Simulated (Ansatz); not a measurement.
BN. Coordinates: the end point of a relaxation with Ansatz 0.2.0, DFT PBE, scalar-relativistic, plane waves, PAW; the starting structure was generated, so it need not be a known form of this composition.

```
B N
1.0
     4.35122    0.00000    0.00000
     0.00000    2.51216    0.00000
    -1.42788    0.00000    4.17792
B N
2 2
Direct
  0.49956 0.50000 0.99867
  0.99956 0.00000 0.99867
  0.33287 0.00000 0.99863
  0.83287 0.50000 0.99863
```

Bonds are taken as B–N below 1.6 Å; no other contact counts. Simplification: prune 0- and 1-connected atoms, fold 2-connected ones into links.

Derive the underlying net.

The result is a uninodal 3-connected, two-periodic (layers) net: B and N are 3-connected nodes. It is the hcb net, known from graphene. The layers lie parallel to (001).

```
   node  links  point symbol  coordination sequence
B and N      3            6³               3 6 9 12
```

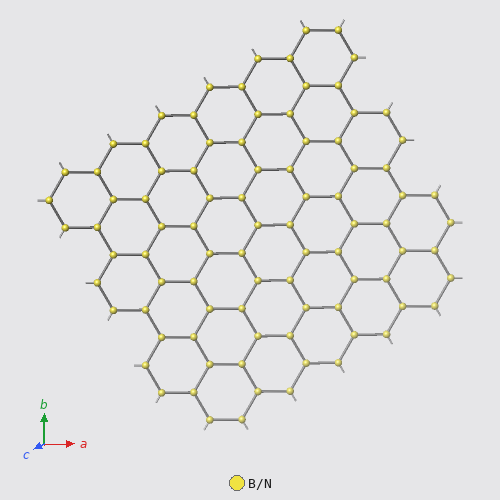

Nodes are coloured by topological kind. One layer is drawn. Edges to nodes outside the piece are drawn as stubs.
